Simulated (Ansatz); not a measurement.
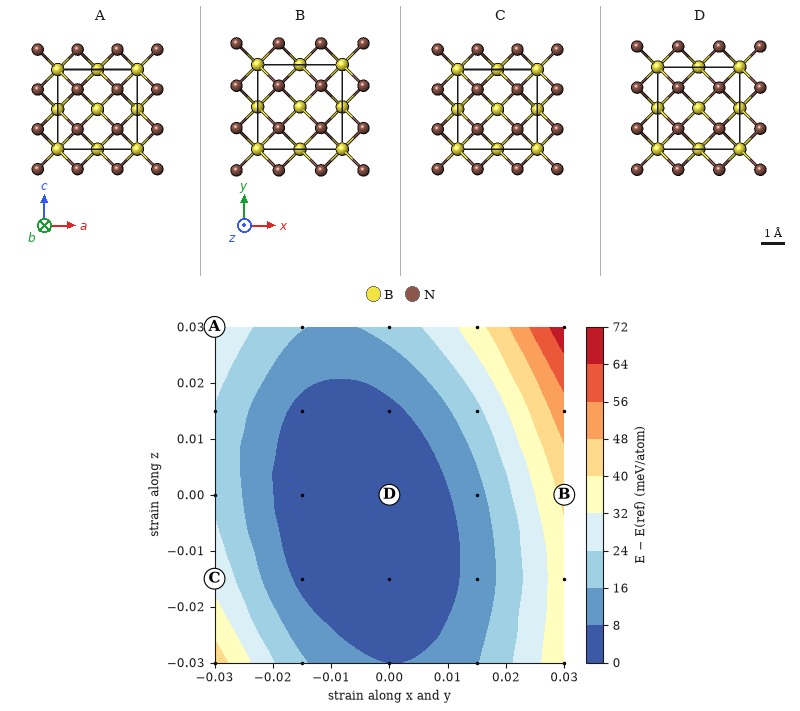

Solid BN (F-43m): the cell is strained equally along x and y and separately along z, with the atoms kept at their fractional coordinates. x, y and z are the Cartesian axes of the input. The map is interpolated between the computed points (dots). The lettered frames are marked on it. A ball-and-stick model of the conventional cell (4 times the calculation's cell), seen along the b axis. Lengths and directions refer to the drawn axes.

Computed with DFT r2SCAN, scalar-relativistic, plane waves, PAW in Ansatz. Set-up: plane-wave cutoff 500 eV; k-point mesh 12 × 12 × 12; occupations gaussian; smearing width 0.05 eV; no spin polarisation. Energies (free energies at the smearing named) are counted from the cell as listed in its source, which wasn't relaxed.

### What does the map show?

In pairs of (strain along x and y; strain along z): the lowest computed point lies at (0.000, 0.000) (0.0 meV/atom), the highest at (0.030, 0.030) (69.6 meV/atom). The valley is tilted: raising the in-plane strain is made harder by raising the strain along z (cross term 0.27 of the geometric mean of the two curvatures). Over the ranges scanned the energy rises more along the first axis, the in-plane strain. The pressure runs from −33.2 GPa at (0.030, 0.030) to 35.2 GPa at (−0.030, −0.030). The frames lie at A (−0.030, 0.030): 31.2 meV/atom, B (0.030, 0.000): 41.9 meV/atom, C (−0.030, −0.015): 29.7 meV/atom, D (0.000, 0.000): 0.0 meV/atom.
